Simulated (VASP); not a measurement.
TiO2: geometry relaxation (part 4 of 4)

The same run, continued: TiO2 (I4₁/amd, 6 atoms in the cell); Kohn-Sham DFT of a periodic cell, PBE, VASP PAW PBE potentials, soft, no spin polarisation (VASP 6.6.1); cutoff 300 eV, 5×5×5 k-mesh, Gaussian smearing of 0.03 eV. The structure derives from an entry of the Crystallography Open Database.

Geometry of the input (Å; fractional positions):
```
-1.8921  1.8921  4.7573
1.8921  -1.8921  4.7573
1.8921  1.8921  -4.7573
Ti 0.0000  0.0000  0.0000
Ti 0.7500  0.2500  0.5000
O  0.2081  0.2081  0.0000
O  0.9581  0.4581  0.5000
O  0.5419  0.0419  0.5000
O  0.7919  0.7919  0.0000
```

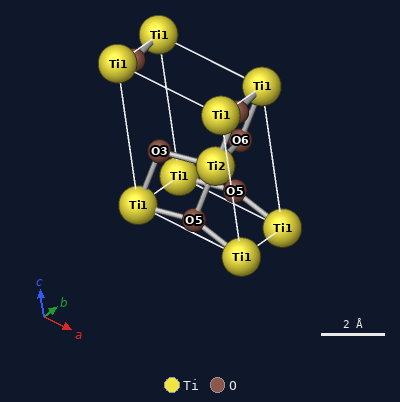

The geometry at step 7 of the log (ball-and-stick view of the reduced cell, seen slightly off an axis; atoms are numbered from 1 in the order of the input).

Trajectory as extended XYZ, continued:
```
6
Lattice="-1.9009 1.9009 4.8149 1.9009 -1.9009 4.8149 1.9009 1.9009 -4.8149" Properties=species:S:1:pos:R:3:forces:R:3 step=6 energy=-53.79276
Ti    0.0000    0.0000    0.0000    0.0000   0.0000   0.0000
Ti    0.0000    1.9009    2.4074    0.0000   0.0000   0.0000
O     0.0000    0.0000    1.9970    0.0000   0.0000   0.0230
O     0.0000    1.9009    4.4044    0.0000   0.0000   0.0230
O     0.0000    1.9009    0.4105    0.0000   0.0000  -0.0230
O     0.0000    0.0000    7.6328    0.0000   0.0000  -0.0230
6
Lattice="-1.8996 1.8996 4.8261 1.8996 -1.8996 4.8261 1.8996 1.8996 -4.8261" Properties=species:S:1:pos:R:3:forces:R:3 step=7 energy=-53.79288
Ti    0.0000    0.0000    0.0000    0.0000   0.0000   0.0000
Ti    0.0000    1.8996    2.4130    0.0000   0.0000   0.0000
O     0.0000    0.0000    2.0009    0.0000   0.0000  -0.0090
O     0.0000    1.8996    4.4140    0.0000   0.0000  -0.0090
O     0.0000    1.8996    0.4121    0.0000   0.0000   0.0090
O     0.0000    0.0000    7.6512    0.0000   0.0000   0.0090
6
Lattice="-1.9000 1.9000 4.8225 1.9000 -1.9000 4.8225 1.9000 1.9000 -4.8225" Properties=species:S:1:pos:R:3:forces:R:3 step=8 energy=-53.79291
Ti    0.0000    0.0000    0.0000    0.0000   0.0000   0.0000
Ti    0.0000    1.9000    2.4112    0.0000   0.0000   0.0000
O     0.0000    0.0000    1.9997    0.0000   0.0000   0.0011
O     0.0000    1.9000    4.4109    0.0000   0.0000   0.0011
O     0.0000    1.9000    0.4116    0.0000   0.0000  -0.0011
O     0.0000    0.0000    7.6453    0.0000   0.0000  -0.0011
```

Key numbers:

| quantity | value |
| --- | --- |
| outcome | converged |
| space group (tolerance 0.01 Å) | I4₁/amd (141) |
| electrons treated | 48 |
| free energy | −53.7929 eV |
| Fermi energy | 3.666 eV |
| gap on the k-point mesh | 2.09 eV |
| pressure | −0.12 GPa |
| final volume | 69.64 Å³ |
| largest force (length of the vector) at the end | 0.001 eV/Å |
| final cell | a = 5.521 Å, b = 5.521 Å, c = 5.521 Å, α = 139.74°, β = 139.74°, γ = 58.25° |
| hardware | 2 threads of AMD EPYC (Zen 5), 128 GiB of memory available, shared host |
| wall time | 44 s (CPU time 88 s) |
| peak memory | 0.16 GiB |
